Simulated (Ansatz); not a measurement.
Take the following structure.

```cif
data_structure
_symmetry_space_group_name_H-M 'P 1'
_symmetry_Int_Tables_number 1
_cell_length_a 5.1589
_cell_length_b 5.1589
_cell_length_c 13.1367
_cell_angle_alpha 90.000
_cell_angle_beta 90.000
_cell_angle_gamma 120.000
_cell_volume 302.78
loop_
_atom_site_label
_atom_site_type_symbol
_atom_site_fract_x
_atom_site_fract_y
_atom_site_fract_z
_atom_site_occupancy
Ga1 Ga 0.00000 0.00000 0.68139 1
Ga2 Ga 0.66667 0.33333 0.36074 1
Ga3 Ga 0.33333 0.66667 0.04010 1
Sb1 Sb 0.33333 0.66667 0.28058 1
Sb2 Sb 0.00000 0.00000 0.92187 1
Sb3 Sb 0.66667 0.33333 0.60123 1
Sb4 Sb 0.33333 0.66667 0.76155 1
Sb5 Sb 0.00000 0.00000 0.44090 1
Sb6 Sb 0.66667 0.33333 0.12026 1
Sb7 Sb 0.33333 0.66667 0.52107 1
Sb8 Sb 0.00000 0.00000 0.20042 1
Sb9 Sb 0.66667 0.33333 0.84171 1
```

### Give a crystallographic description of this input.

The formula is GaSb3. Space group P3m1 (No. 156), lattice primitive hexagonal. The cell has 12 atoms, namely 3 Ga, 9 Sb. Numbers of contacts at bonding distance: Ga 7 to 8 (mean 7.7) and Sb 7 to 8 (mean 7.4).

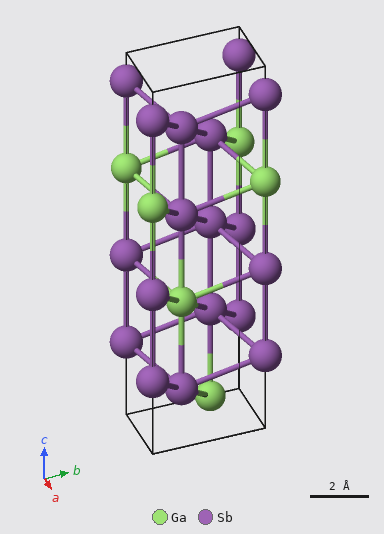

This ball-and-stick model is shown slightly off an axis. The conventional unit cell is outlined; an atom on or near a face, edge or corner is repeated at each equivalent position.

Source of the structure: a structure listed in the Materials Project. The cell was then strained or its atoms displaced on purpose. Ansatz was used for an electronic-structure calculation on it.
